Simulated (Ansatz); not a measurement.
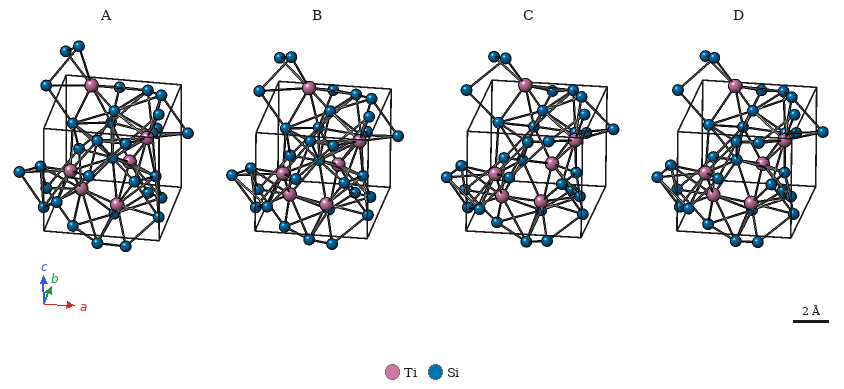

4 geometries from one relaxation of an amorphous cell of composition TiSi₂ (coarse preliminary run), in shuffled order. The picture is a ball-and-stick view of the cell of the calculation (origin shifted), seen from a free direction.

Case: the last frame of the dynamics.

Level of theory: DFT PBE, scalar-relativistic, plane waves, PAW in Ansatz. Settings: plane-wave cutoff 420 eV; k-point mesh 2 × 2 × 2; occupations gaussian; smearing width 0.1 eV; mesh shifted by (0.5, 0.5, 0.5); no spin polarisation; cell and atoms relaxed; force threshold 0.04 eV/Å; at most 70 steps.

> Order the frames from highest to lowest energy.

A, B, D, C. They are steps 0, 3, 6, 13, at +134 meV per atom, +20.4 meV per atom, +9.2 meV per atom relative to the last. The energy falls by 134 meV per atom in 10 accepted moves (13 points after the start). Largest force component: 1.8 eV/Å at the start, 0.04 eV/Å at the end. Pressure: −4.64 GPa at the start and 0.01 GPa at the end. The line search rejected the trial steps at points 9, 11 of the run. At 1 point the geometry stayed and the basis and grid were re-selected for the new cell (energy shift of 0.1 meV per atom at most each time). The largest move relative to the cell is that of a Si atom, 0.94 Å along [−3 1 −1]. Largest moves by element: Si 0.94 Å, Ti 0.54 Å. The drawn cell changes as follows: a 6.668 → 6.642 Å (−0.4 %), b 6.453 → 6.365 Å (−1.4 %), c 6.744 → 6.616 Å (−1.9 %), α 90.2° → 91.6°, β 91.6° → 89.7°, γ 85.7° → 82.9°; the volume changes by −4.1 %. Near-neighbour distances that change, for instance: Si–Ti 2.903 → 4.007 Å, Si–Si 2.675 → 3.778 Å, Si–Ti 3.001 → 3.972 Å, Si–Si 3.817 → 2.909 Å. Among the angles between lasting bonds that change: Ti–Si–Si 161.9° → 130.7°, Ti–Si–Ti 133.1° → 156.8°, Ti–Si–Si 104.9° → 125.7°.

Limits of the set-up: the k-point mesh is coarse for a cell with partly filled bands; the periodic images lie only 6.5 Å apart, so the values are limited by the cell's size.
